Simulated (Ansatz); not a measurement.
The Ansatz input:

```
crystal:
  lattice:
    - [3.1830776066, 0.0, 0.0]
    - [-1.5915388033, 2.7566260695, 0.0]
    - [0.0, 0.0, 24.096401939]
  atoms:
    - { symbol: Hf, position: [0.3333333333, 0.6666666667, 0.3131334153] }
    - { symbol: "N", position: [0.6666666667, 0.3333333333, 0.3658142509] }
    - { symbol: Hf, position: [0.0, 0.0, 0.4179694071] }
    - { symbol: "N", position: [0.3333333333, 0.6666666667, 0.4739234408] }
    - { symbol: Hf, position: [0.6666666667, 0.3333333333, 0.5281280505] }
    - { symbol: "N", position: [0.0, 0.0, 0.5775490236] }
    - { symbol: Hf, position: [0.3333333333, 0.6666666667, 0.6453713393] }
    - { symbol: "N", position: [0.6666666667, 0.3333333333, 0.6781110725] }
basis:
  ecutwfc: 420
kpoints:
  mp_grid: { grid: [12, 12, 1] }
  band_path:
    path:
      - [0.5, 0, 0]
      - [0, 0, 0]
      - [0.3333333333333, 0.3333333333333, 0]
      - [0.5, 0, 0]
    npoints: 12
hamiltonian:
  xc: pbesol
scf:
  occupations: { method: gaussian, width: 0.1 }
  n_extra_bands: 44
output:
  forces: true
  eigenvalues: true
  populations: true
  fatbands: true
  write_density: true
  write_potential: true
  elf: true
  volumetric_format: npy
magnetization:
  noncollinear: true
  spin_orbit: true
efield:
  axis: 3
  dipole_correction: true
  ramp_width: 0.04
```

Run as:
```bash
ansatz run input.yaml --threads 2 --pin off --max-ram 5632MiB --backend cpu --events-out ev --progress --plain --runs-dir out
```

Predict the main features of the band structure. The path is M–Γ–K–M.

A metal: 4 spinor bands cross the Fermi level along this path (the two partners of a degenerate pair count as two). The last band that the electron count would fill rises to 0.17 eV above the Fermi level between K and M, leaving holes there, and the next band dips to 0.14 eV below it between M and Γ, holding electrons: an overlap of 0.31 eV, small enough to call it a semimetal. Bands cross the Fermi level on every line of the path. At M the nearest levels lie 0.26 eV below and 0.27 eV above the Fermi level.

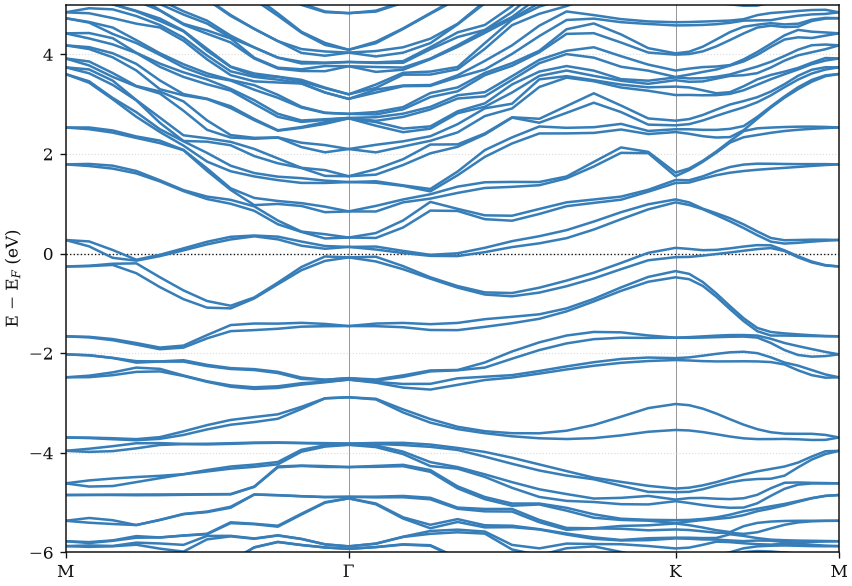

Band structure. Energies are counted from the Fermi level.
